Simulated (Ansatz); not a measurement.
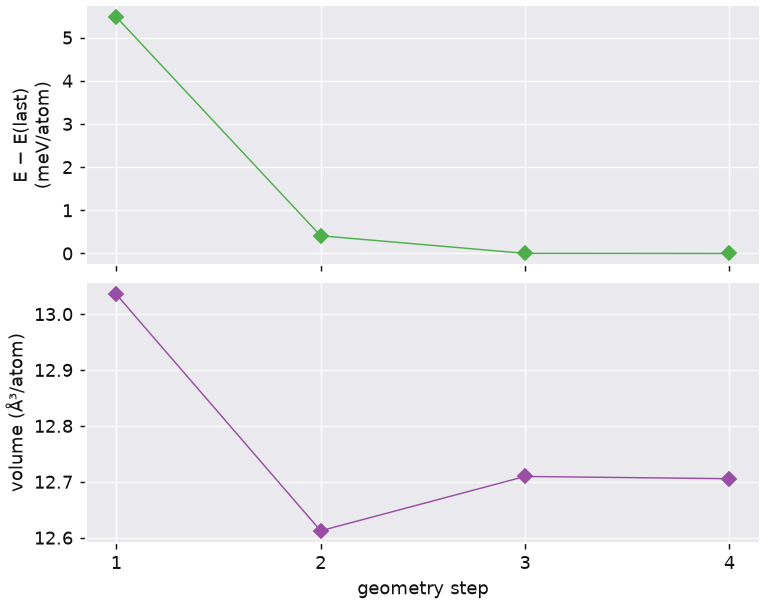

History of a geometry optimisation. Atoms and cell relax. A closing SCF on a freshly chosen basis isn't drawn.

System: KTaO3 (Pm-3m, 5 atoms in the cell).
Method: DFT, r2SCAN, plane waves, PAW in Ansatz 0.2.0; cutoff 500 eV, 6×6×6 k-mesh, Fermi–Dirac smearing of 0.02 eV.

Question: How did it end, and what did it gain?

Answer: The optimisation met its thresholds at geometry 4, counting the start as the first. The energy fell by about 5.5 meV/atom from the first step to the last. All forces vanish by symmetry, so only the cell moves.

Question: Was the starting cell too large or too small?

Answer: The volume shrinks from 13.04 to 12.71 Å³ per atom (−2.5 %), overshooting to 12.61 at step 2. The start was expanded.
